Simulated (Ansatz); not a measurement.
**TiN: single-point calculation**

System: TiN (Fm-3m, 2 atoms in the cell).
Method: DFT PBEsol, scalar-relativistic, plane waves, PAW, no spin polarisation (Ansatz 0.2.0).

The structure derives from an entry of the Crystallography Open Database. It belongs to a series of runs on one base structure; here: volume × 0.94. Figures and captions count atoms from 1; the log counts them from 0 in places.

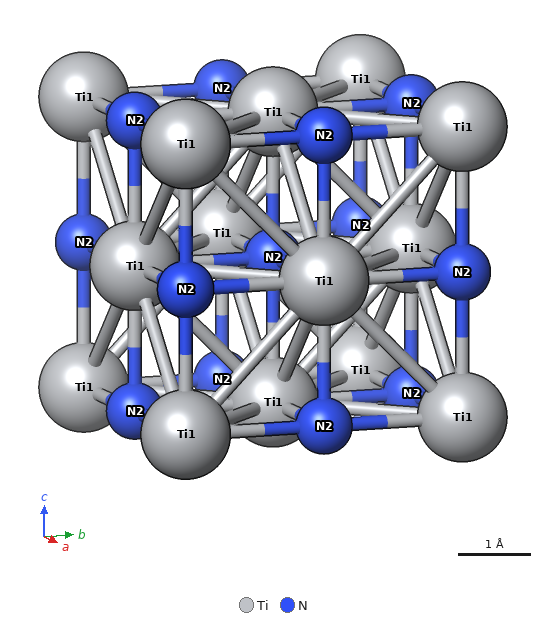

Figure 1. The structure (ball-and-stick view of the cell 4 times as large as that of the calculation, set on its symmetry axes, seen slightly off an axis; atoms are numbered from 1 in the order of the input).

### Input file
```yaml
crystal:
  lattice:
    - [0.0, 2.0590570544, 2.0590570544]
    - [2.0590570544, 0.0, 2.0590570544]
    - [2.0590570544, 2.0590570544, 0.0]
  atoms:
    - { symbol: Ti, position: [0.0, 0.0, 0.0] }
    - { symbol: "N", position: [0.5, 0.5, 0.5] }
basis:
  ecutwfc: 420
kpoints:
  mp_grid: { grid: [18, 18, 18] }
hamiltonian:
  xc: pbesol
scf:
  occupations: { method: gaussian, width: 0.1 }
output:
  forces: true
  stress: true
  eigenvalues: true
```

Hardware: 1 thread of Intel Xeon @ 2.50GHz (Skylake/Cascade Lake), 192 GiB of memory available, shared host.

Launched with:
```bash
ansatz run input.yaml --threads 1 --pin off --max-ram 2560MiB --backend cpu --events-out ev --progress --plain --runs-dir out
```

### What the program printed
```
Engine: ansatz 0.2.0, x86_64-unknown-linux-gnu
Pseudopotentials: kind: paw
Pseudopotential: Ti, paw, valence charge 12, recommended cutoff 420 eV (normal), Ti.paw.azcp
Pseudopotential: N, paw, valence charge 5, recommended cutoff 420 eV (normal), N.paw.azcp
Functional definition: PBEsol
  exchange = pbesol_x
  correlation = pbesol_c
Crystal: 2 atoms, lattice volume = 17.460 Å³
Basis set: ecut = 420 eV, 331 PW (Γ), exchange–correlation on 40×40×40 points (8 copies of the dense FFT grid, shifted against one another)
Bands: 13, of which v1, the nominal top of the filled ones, is band 9 counted from 1 (8 counted from 0)
Symmetry: 48 space group operations
Space group: Fm-3m (ITA 225), of the structure as read, at distance tolerance 2.6e-5 Å
k-points: 195 of 5832
Non-local potential: Ti, projectors of the file, l = 0: 3, l = 1: 2, l = 2: 3, l = 3: 1
Non-local potential: N, projectors of the file, l = 0: 2, l = 1: 2, l = 2: 1
PAW form: soft (Blöchl's): semilocal exchange-correlation on the pseudo side does not see the compensation charge
PAW frozen core: Ti, regenerated for the run's functional, and the local potential with it (the file was generated under x = pbe(κ = 0.804, μ = 0.2195149727645171), c = pbe(β = 0.06672455060314922))
PAW frozen core: N, regenerated for the run's functional, and the local potential with it (the file was generated under x = pbe(κ = 0.804, μ = 0.2195149727645171), c = pbe(β = 0.06672455060314922))
PAW one-centre angular grid: Ti, 590 points (default); XC on 64 Gauss nodes
PAW one-centre angular grid: N, 110 points (default); XC on 64 Gauss nodes
Initial density: superposition of atomic densities (neutral atoms: chi_scale 0, normalization atom), corrected by the library's trained network
Initial wavefunctions: pseudopotential atomic-orbital guess
Functional: x = pbesol(κ = 0.804, μ = 0.12345679012345678), c = pbesol(β = 0.046)
SCF iter   1: F=—  HF=-2856.162761 eV  |F-HF|=—  |Δ(HF+E_count)|=         —  Δρ=1.29e-2  dr2=2.62e-2  ethr=1.77e-3  ⟨swp⟩=4.4  Hψ=12355  notcnv=0
preconditioner: auto → none  [metal: Δε(μ)=0.041 eV  Ē_g=20.905 eV  σ=0.100 eV  W_gap=0.23  n_scr=8 (ndim 8)  ℏωp=34.4 eV  f_vac=0.000  D(μ)=0.72/eV (n_scr^D=8)  sad-step TF]
SCF iter   2: F=—  HF=-2856.157666 eV  |F-HF|=—  |Δ(HF+E_count)|=   5.10e-3  Δρ=7.28e-3  dr2=9.62e-3  ethr=1.54e-4  ⟨swp⟩=1.9  Hψ=4514  notcnv=0  defer=52
SCF iter   3: F=—  HF=-2856.155575 eV  |F-HF|=—  |Δ(HF+E_count)|=   2.09e-3  Δρ=9.59e-4  dr2=1.84e-4  ethr=5.66e-5  ⟨swp⟩=2.1  Hψ=3056  notcnv=0  defer=54
SCF iter   4: F=—  HF=-2856.155546 eV  |F-HF|=—  |Δ(HF+E_count)|=   2.90e-5  Δρ=8.37e-5  dr2=9.44e-7  ethr=1.08e-6  ⟨swp⟩=2.1  Hψ=3004  notcnv=0  defer=54
SCF iter   5: F=—  HF=-2856.155544 eV  |F-HF|=—  |Δ(HF+E_count)|=   1.32e-6  Δρ=9.93e-6  dr2=1.21e-8  ethr=5.55e-9  ⟨swp⟩=2.0  Hψ=3301  notcnv=0  defer=54
SCF iter   6: F=-2856.155544 eV  HF=-2856.155544 eV  |F-HF|=2.24e-10  |Δ(HF+E_count)|=   1.55e-9  Δρ=1.56e-6  dr2=2.90e-10  ethr=7.14e-11  ⟨swp⟩=3.0  Hψ=8805  notcnv=0
SCF 1 converged in 6 iterations: F = -2856.155544 eV  dr2 = 2.90e-10
  greatest PAW one-centre occupation: 0.999 electrons in one spin orbital (limit 2), on the Ti atom at site 0 (counted from 0), in its partial waves of l = 0
```

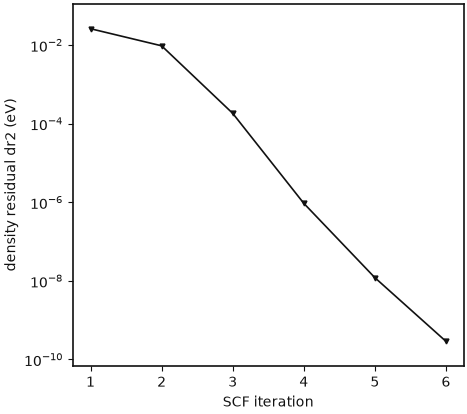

Figure 2. Convergence of the self-consistent field: density residual dr2 against the SCF iteration. The residual falls at every step.

```
SCF converged after 6 iterations
Free energy (F): -2856.155544 eV
Harris-Foulkes:  -2856.155544 eV  (|F-HF|=2.24e-10)
Internal energy: -2856.151891 eV  (E = F + TS)
E sigma→0 (E₀):  -2856.153717 eV
Entropy (-TS):   -0.003654 eV (-1.827 meV/atom)
Fermi energy:    18.771957 eV
--- Per-component energies (eV) ---
  E_band       = -64.518679
  E_kinetic    = 411.581003
  E_local      = -728.228269  (includes V_loc(G=0)·N_el)
  E_nonlocal   = 52.944077
  E_hartree    = 295.633391
  E_xc         = -160.090845
  E_vxc        = -202.726275  (∫ρ·V_xc dr)
  E_paw        = -1144.854361  (= ΣΔE_a)
  E_vpaw       = -189.356567  (= ΣTr[D̂ρ^β])
  E_aug_tail   = 0.000193  (compensation charges beyond the density's cutoff)
  E_ewald      = -1583.304562
  E_core_change = 0.167483  (= ΣΔE_core)
  E_smearing   = -0.003654  (= −TS)
  E_closure    = 0.000000  (closes the sum)
  Σ components = -2856.155544   (vs F -2856.155544, Δ=0.00e0)
--- Forces (eV/Å), atoms counted from 1 ---
  atom   1  Ti    -0.00000000     0.00000000    -0.00000000
  atom   2  N      0.00000000     0.00000000     0.00000000
  max |Σ_I F_I| component: 8.48e-30 eV/Å
--- Stress (GPa, compression-positive) ---
       21.169887      -0.000000       0.000000
       -0.000000      21.169887       0.000000
        0.000000       0.000000      21.169887
  P = ⅓ Tr σ = 21.1699 GPa (211.699 kbar)
--- Band table (eV; the first three rows and the last of 195) ---
  k-point 0: bands = ["-38.6712", "-14.6860", "-14.6860", "-14.6860", "1.1752", "16.6332", "16.6332", "16.6332", "18.0584", "18.0584", "18.0584", "19.4437", "19.4437"]
  k-point 1: bands = ["-38.6668", "-14.7157", "-14.6883", "-14.6883", "1.2472", "16.2280", "16.3194", "16.3194", "18.1697", "18.1697", "18.2882", "19.7630", "19.7630"]
  k-point 2: bands = ["-38.6540", "-14.8003", "-14.6947", "-14.6947", "1.4570", "15.3816", "15.6790", "15.6790", "18.4015", "18.4015", "18.6643", "20.5133", "20.5133"]
  k-point 194: bands = ["-38.4743", "-15.2487", "-15.1678", "-15.0052", "3.2070", "12.9055", "13.0494", "13.1114", "19.3660", "20.2494", "21.5718", "22.4988", "23.2224"]
```

### Summary

```tsv
quantity	value
outcome	converged
space group (tolerance 0.01 Å)	Fm-3m (225)
electrons treated	17
free energy	−2856.1555 eV
Fermi energy	18.772 eV
gap on the k-point mesh	none (metallic)
pressure	21.17 GPa
largest force (length of the vector)	under 0.001 eV/Å
wall time	4.8 s
peak memory	0.39 GiB
```

### Notes

The cell holds an odd number of electrons but the run has no spin polarisation, so it comes out as a metal. The cell is under a pressure of 21 GPa at this level, so it is not at its equilibrium volume.
